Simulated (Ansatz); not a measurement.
## Al: geometry relaxation

System: Al (Fm-3m, 4 atoms in the cell).
Method: DFT, PBE, dispersion d3bj, plane waves, PAW, no spin polarisation (Ansatz 0.2.0).

The structure derives from a Materials Project entry. Figures and captions count atoms from 1; the log counts them from 0 in places.

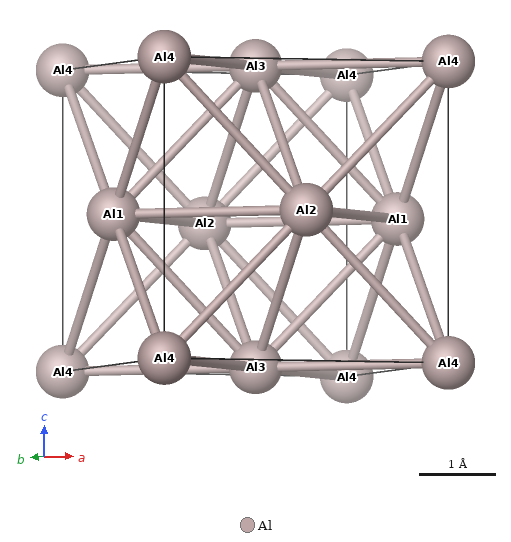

Figure 1. The input geometry (ball-and-stick view of the cell of the calculation, seen at an oblique angle; atoms are numbered from 1 in the order of the input).

Summary:

- outcome: converged
- space group (tolerance 0.01 Å): Fm-3m (225)
- electrons treated: 12
- free energy: −2151.3829 eV
- Fermi energy: 8.344 eV
- gap on the k-point mesh: none (metallic)
- pressure: 0.00 GPa
- final volume: 63.14 Å³
- largest force (length of the vector) at the end: under 0.001 eV/Å
- final cell: a = 3.982 Å, b = 3.982 Å, c = 3.982 Å, α = 90.00°, β = 90.00°, γ = 90.00°
- hardware: 1 thread of Intel Xeon @ 2.50GHz (Skylake/Cascade Lake), 192 GiB of memory available, shared host
- wall time: 3.2 s
- peak memory: 0.35 GiB

Remarks:

Settings chosen away from the usual ones: kpoints.mp_grid.grid set to [7, 7, 7] (from [10, 10, 10]); basis.ecutrho_ratio set to 4; scf.n_extra_bands set to 16. These settings are looser than, or depart from, a standard set-up, so the numbers are not reference values for this system.

The input:
```yaml
crystal:
  lattice:
    - [3.9820785888, 0.0, 0.0]
    - [0.0, -3.9820785888, 0.0]
    - [0.0, 0.0, -3.9820785888]
  atoms:
    - { symbol: Al, position: [0.0, 0.5, 0.5] }
    - { symbol: Al, position: [0.5, 0.0, 0.5] }
    - { symbol: Al, position: [0.5, 0.5, 0.0] }
    - { symbol: Al, position: [0.0, 0.0, 0.0] }
basis:
  ecutwfc: 420
  ecutrho_ratio: 4
kpoints:
  mp_grid: { grid: [7, 7, 7] }
hamiltonian:
  xc: pbe
  dispersion: d3bj
scf:
  occupations: { method: gaussian, width: 0.1 }
  n_extra_bands: 16
output:
  forces: true
  eigenvalues: true
  stress: true
relax:
  adjacent_minimum: "off"
  f_tol: 0.015
  max_steps: 60
  cell: { stress_tol: 0.15 }
```

Command:
```bash
ansatz run input.yaml --threads 1 --pin off --max-ram 2560MiB --backend cpu --events-out ev --progress --plain --runs-dir out
```

What the program printed:
```
The last accepted step is kept in [file] (removed where the run ends without a failure and the disk answers)
scf.n_extra_bands = 16 over 6 filled bands (N_el = 12.0): the run solves 22 bands
Engine: ansatz 0.2.0, x86_64-unknown-linux-gnu
Pseudopotentials: kind: paw
Pseudopotential: Al, paw, valence charge 3, recommended cutoff 420 eV (normal), Al.paw.azcp
Functional definition: PBE
  parameter kappa = 0.804
  parameter beta = 0.06672455060314922
  exchange = pbe_x(kappa = kappa, mu = beta*pi^2/3)
  correlation = pbe_c(beta = beta)
Crystal: 4 atoms, lattice volume = 63.144 Å³
Basis set: ecut = 420 eV, 1237 PW (Γ), exchange–correlation on 54×54×54 points (8 copies of the dense FFT grid, shifted against one another)
Bands: 22, of which v1, the nominal top of the filled ones, is band 6 counted from 1 (5 counted from 0)
Symmetry: 192 space group operations
Space group: Fm-3m (ITA 225), of the structure as read, at distance tolerance 4.0e-5 Å
k-points: 20 of 343
Non-local potential: Al, projectors of the file, l = 0: 2, l = 1: 2, l = 2: 1
PAW form: soft (Blöchl's): semilocal exchange-correlation on the pseudo side does not see the compensation charge
PAW one-centre angular grid: Al, 110 points (default); XC on 64 Gauss nodes
Initial density: superposition of atomic densities (neutral atoms: chi_scale 0, normalization atom), corrected by the library's trained network
Initial wavefunctions: pseudopotential atomic-orbital guess
Functional: x = pbe(κ = 0.804, μ = 0.2195149727645171), c = pbe(β = 0.06672455060314922)
SCF iter   1: F=—  HF=-2151.382790 eV  |F-HF|=—  |Δ(HF+E_count)|=         —  Δρ=5.66e-4  dr2=8.73e-5  ethr=1.77e-3  ⟨swp⟩=5.0  Hψ=2398  notcnv=0  defer=44
preconditioner: auto → none  [metal: Δε(μ)=0.034 eV  Ē_g=12.710 eV  σ=0.100 eV  W_gap=0.19  n_scr=6 (ndim 8)  ℏωp=16.2 eV  f_vac=0.000  D(μ)=2.75/eV (n_scr^D=26)  sad-step TF]
SCF iter   2: F=—  HF=-2151.382861 eV  |F-HF|=—  |Δ(HF+E_count)|=   7.04e-5  Δρ=3.33e-4  dr2=3.55e-5  ethr=7.27e-7  ⟨swp⟩=1.9  Hψ=662  notcnv=0  defer=47
iter 3 did not close the SCF: its close was put off for the readings that it lacked (scf_convergence_deferred on its scf_iter line)
SCF iter   3: F=-2151.382899 eV  HF=-2151.382899 eV  |F-HF|=1.79e-7  |Δ(HF+E_count)|=   3.82e-5  Δρ=1.52e-5  dr2=4.63e-8  ethr=2.96e-7  ⟨swp⟩=2.0  Hψ=388  notcnv=0  defer=47
iter 4 did not close the SCF: its close was put off for the readings that it lacked (scf_convergence_deferred on its scf_iter line)
SCF iter   4: F=-2151.382899 eV  HF=-2151.382899 eV  |F-HF|=8.10e-9  |Δ(HF+E_count)|=   1.74e-7  Δρ=3.93e-6  dr2=3.43e-9  ethr=3.86e-10  ⟨swp⟩=1.2  Hψ=281  notcnv=0  defer=47
iter 5 did not close the SCF: its close was put off for the readings that it lacked (scf_convergence_deferred on its scf_iter line)
SCF iter   5: F=-2151.382899 eV  HF=-2151.382899 eV  |F-HF|=4.55e-13  |Δ(HF+E_count)|=   8.33e-9  Δρ=7.05e-8  dr2=1.44e-12  ethr=2.86e-11  ⟨swp⟩=2.0  Hψ=395  notcnv=0  defer=47
SCF iter   6: F=-2151.382899 eV  HF=-2151.382899 eV  |F-HF|=4.55e-13  |Δ(HF+E_count)|=  1.36e-12  Δρ=4.21e-9  dr2=1.22e-14  ethr=1.00e-12  ⟨swp⟩=7.8  Hψ=2366  notcnv=0
SCF 1 converged in 6 iterations: F = -2151.382899 eV  dr2 = 1.22e-14
  greatest PAW one-centre occupation: 0.446 electrons in one spin orbital (limit 2), on the Al atom at site 3 (counted from 0), in its partial waves of l = 0
relax step   1: F+E_penalty+E_count = -2151.38289928 eV  Δ(F+E_penalty+E_count) = +0.000e0 eV  max|allowed force component| = 1.387e-31 eV/Å  Δτ_max = 0.0000 Å  P = +0.004 GPa  Ω = 63.144 Å³  (6 SCF iters, accepted)
Initial density: handed on by an earlier stage of this run
Initial wavefunctions: pseudopotential atomic-orbital guess (no wavefunctions were taken with the density)
iter 1 solved again at ethr=1.64e-9 eV; its pass at ethr=3.10e-3 eV (dr2=1.97e-7 eV) is discarded
SCF iter   1: F=—  HF=-2151.382902 eV  |F-HF|=—  |Δ(HF+E_count)|=         —  Δρ=2.93e-8  dr2=4.17e-13  ethr=1.64e-9  ⟨swp⟩=3.5  Hψ=3741  notcnv=0  defer=1
eigensolver tolerance schedule: the retry pair's looser diagonalisation over-reported the residual by 471937.03 of it (diagonalisation noise at 0.33 of the residual, at the tolerance the schedule requests for it); recorded, not acted on — ethr = c·dr2/N_el stays at c = 1.0e-1
preconditioner: auto → none  [metal: Δε(μ)=0.035 eV  Ē_g=12.709 eV  σ=0.100 eV  W_gap=0.19  n_scr=6 (ndim 8)  ℏωp=16.2 eV  f_vac=0.000  D(μ)=2.74/eV (n_scr^D=26)]
SCF iter   2: F=-2151.382899 eV  HF=-2151.382899 eV  |F-HF|=4.55e-13  |Δ(HF+E_count)|=   2.51e-6  Δρ=1.38e-8  dr2=8.00e-14  ethr=1.00e-12  ⟨swp⟩=8.0  Hψ=1813  notcnv=0
SCF 2 converged in 2 iterations: F = -2151.382899 eV  dr2 = 8.00e-14
relax step   2: F+E_penalty+E_count = -2151.38289928 eV  Δ(F+E_penalty+E_count) = +3.229e-11 eV  max|allowed force component| = 7.909e-32 eV/Å  Δτ_max = 0.0000 Å  P = +0.004 GPa  Ω = 63.144 Å³  stress off target by 3.83e-3 GPa  SCF on the basis re-selected at this cell (its energy is not comparable with the rows above)  (2 SCF iters)
```

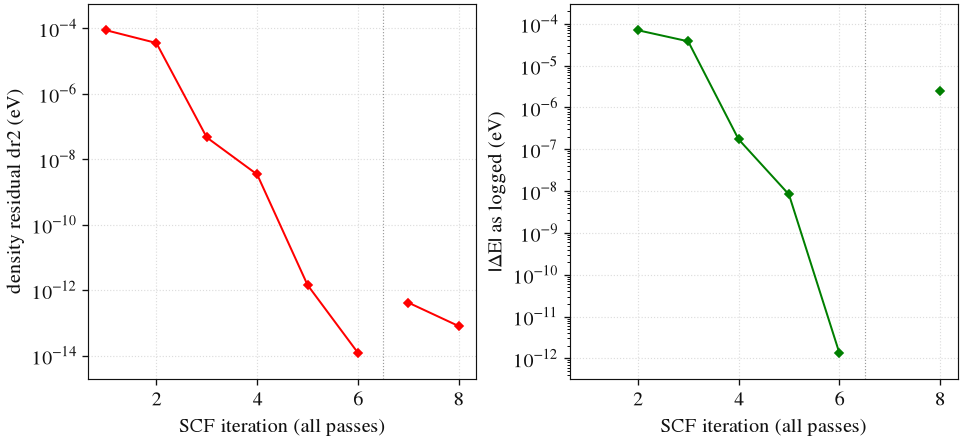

Figure 2. Convergence of the self-consistent field: density residual dr2 and size of the energy change against the SCF iteration. The dotted lines part the SCF passes of the relaxation: geometry steps, rejected trials and re-solves on a re-selected basis. The passes take 6 and 2 iterations.

```
basis re-selected at this cell: Δ(F+E_penalty+E_count) = +3.229e-11 eV, ΔP = -0.000 GPa vs the last step (what re-selecting the basis moved, of the pressure what is left beyond the Pulay correction that the steps carried, after the strain that the cell walked since its last selection, with what the two solves' SCF thresholds leave and, on support functions, any second-order correction that the steps lacked; it is no measure of the basis error at this ecutwfc). This SCF's stress stands 3.83e-3 GPa from its target on what of the cell is left free (relax.cell.stress_tol is 1.50e-1 GPa) and its largest allowed force component is 7.91e-32 eV/Å (relax.f_tol is 1.50e-2 eV/Å): within both
SCF converged after 2 iterations
Free energy (F): -2151.382899 eV
Harris-Foulkes:  -2151.382899 eV  (|F-HF|=4.55e-13)
Internal energy: -2151.369179 eV  (E = F + TS)
E sigma→0 (E₀):  -2151.376039 eV
Entropy (-TS):   -0.013720 eV (-3.430 meV/atom)
Fermi energy:    8.343839 eV
--- Per-component energies (eV) ---
  E_band       = 46.423569
  E_kinetic    = 93.867733
  E_local      = 42.336930  (includes V_loc(G=0)·N_el)
  E_nonlocal   = 41.570067
  E_hartree    = 0.460072
  E_xc         = -160.101099
  E_vxc        = -117.363749  (∫ρ·V_xc dr)
  E_paw        = -1869.665019  (= ΣΔE_a)
  E_vpaw       = -14.907547  (= ΣTr[D̂ρ^β])
  E_aug_tail   = -0.000009  (compensation charges beyond the density's cutoff)
  E_ewald      = -298.428814
  E_disp       = -1.409041  (pairwise vdW)
  E_smearing   = -0.013720  (= −TS)
  E_closure    = 0.000000  (closes the sum)
  Σ components = -2151.382899   (vs F -2151.382899, Δ=0.00e0)
--- Forces (eV/Å), atoms counted from 1 ---
  atom   1  Al     0.00000000    -0.00000000     0.00000000
  atom   2  Al     0.00000000    -0.00000000    -0.00000000
  atom   3  Al     0.00000000    -0.00000000    -0.00000000
  atom   4  Al     0.00000000    -0.00000000     0.00000000
  max |Σ_I F_I| component: 5.30e-31 eV/Å
--- Stress (GPa, compression-positive) ---
        0.003830      -0.000000      -0.000000
        0.000000       0.003830       0.000000
        0.000000       0.000000       0.003830
  P = ⅓ Tr σ = 0.0038 GPa (0.038 kbar)
--- Band table (eV; the first three rows and the last of 20) ---
  k-point 0: bands = ["-3.0228", "5.3879", "5.3879", "5.3879", "6.7971", "6.7971", "6.7971", "13.6458", "13.6458", "13.6458", "14.2224", "14.2224", "14.2224", "14.2224", "14.2224", "14.2224", "17.8948", "17.8948", "17.8948", "21.1782", "21.1782", "21.1782"]
  k-point 1: bands = ["-2.8326", "3.6303", "5.5608", "5.5608", "6.9781", "6.9781", "8.8802", "11.6430", "11.6430", "13.1582", "13.1582", "13.8333", "14.3814", "14.3814", "16.5745", "16.5745", "18.0711", "19.2393", "19.2393", "19.8652", "19.8652", "20.0322"]
  k-point 2: bands = ["-2.2634", "1.6502", "6.0803", "6.0803", "7.5070", "7.5070", "9.7297", "9.7297", "11.4793", "11.4793", "11.8347", "14.3946", "14.8590", "14.8590", "18.1886", "18.1886", "18.2279", "18.5895", "19.5301", "19.5301", "21.6272", "21.7516"]
  k-point 19: bands = ["2.0216", "3.2880", "3.2880", "3.2880", "4.6009", "4.6009", "4.6009", "5.8480", "18.0496", "18.0496", "18.0496", "18.5688", "18.5688", "18.5688", "19.6872", "19.6872", "20.2010", "20.2010", "20.2010", "20.8561", "20.8561", "21.9801"]
--- Relaxed structure (1 steps of the walk, 1 accepted, 1 SCFs on fresh bases) ---
  F+E_penalty+E_count = -2151.38289928 eV   max|allowed force component| = 7.909e-32 eV/Å   (the final SCF, on the basis selected at the relaxed cell)
  cell:  # Å, volume = 63.1436 Å³
    - [3.9820785888, 0.0, 0.0]
    - [0.0, -3.9820785888, 0.0]
    - [0.0, 0.0, -3.9820785888]
  atoms:
    - { symbol: Al, position: [0.0, 0.5, 0.5] }
    - { symbol: Al, position: [0.5, 0.0, 0.5] }
    - { symbol: Al, position: [0.5, 0.5, 0.0] }
    - { symbol: Al, position: [0.0, 0.0, 0.0] }
```

Trajectory as extended XYZ (Å, eV, eV/Å), 2 frames, from step=1 to step=2:
```
4
Lattice="3.9821 0.0000 0.0000 0.0000 -3.9821 0.0000 0.0000 0.0000 -3.9821" Properties=species:S:1:pos:R:3:forces:R:3 step=1 energy=-2151.38290 pressure_GPa=0.00
Al    0.0000   -1.9910   -1.9910    0.0000   0.0000   0.0000
Al    1.9910    0.0000   -1.9910    0.0000   0.0000   0.0000
Al    1.9910   -1.9910    0.0000    0.0000   0.0000   0.0000
Al    0.0000    0.0000    0.0000    0.0000   0.0000   0.0000
4
Lattice="3.9821 0.0000 0.0000 0.0000 -3.9821 0.0000 0.0000 0.0000 -3.9821" Properties=species:S:1:pos:R:3:forces:R:3 step=2 energy=-2151.38290 pressure_GPa=0.00
Al    0.0000   -1.9910   -1.9910    0.0000   0.0000   0.0000
Al    1.9910    0.0000   -1.9910    0.0000   0.0000   0.0000
Al    1.9910   -1.9910    0.0000    0.0000   0.0000   0.0000
Al    0.0000    0.0000    0.0000    0.0000   0.0000   0.0000
```
